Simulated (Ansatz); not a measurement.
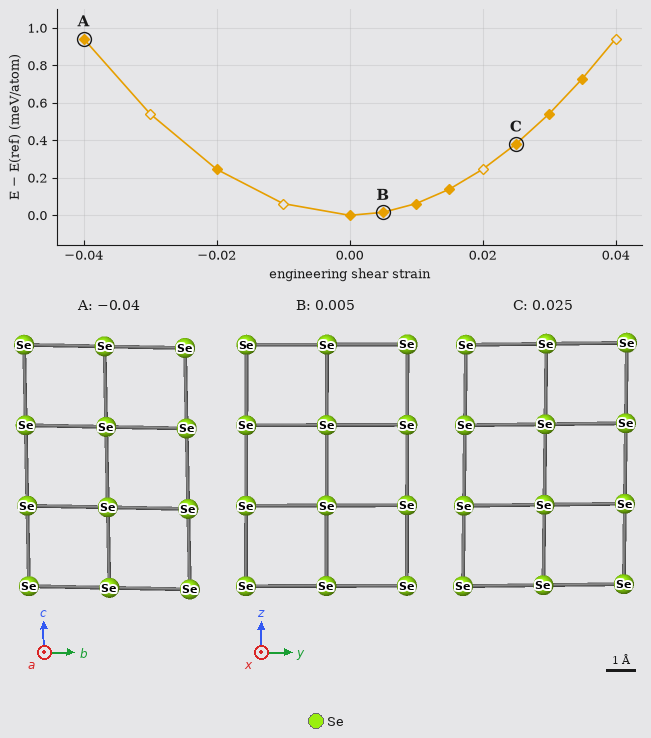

A crystal of Se (Pm-3m): the cell is strained in shear in the yz plane, with the atoms kept at their fractional coordinates. x, y and z are the Cartesian axes of the input. The lettered frames are marked on the plot. Hollow markers are points alike by symmetry, not computed again. A ball-and-stick model of the cell of the calculation, repeated 2 × 2 × 3 with one cell outlined, seen along the a axis.

Level of theory: DFT PBE+D3(BJ), scalar-relativistic, plane waves, PAW (Ansatz). (plane-wave cutoff 420 eV; k-point mesh 16 × 16 × 16; occupations gaussian; smearing width 0.15 eV; no spin polarisation). Energies (free energies at the smearing named) are counted from the cell as listed in its source, which wasn't relaxed.

### Read off the main features of the energy profile.

The lowest computed point lies at the strain 0.00 (0.00 meV/atom). The unrelaxed reference is under a pressure of −1.4 GPa. The distortion takes the space group from Pm-3m to Cmmm. At the strain −0.04 the cell of the drawing goes b 2.811 → 2.811 Å, c 2.811 → 2.811 Å, α 90.0° → 92.3°.
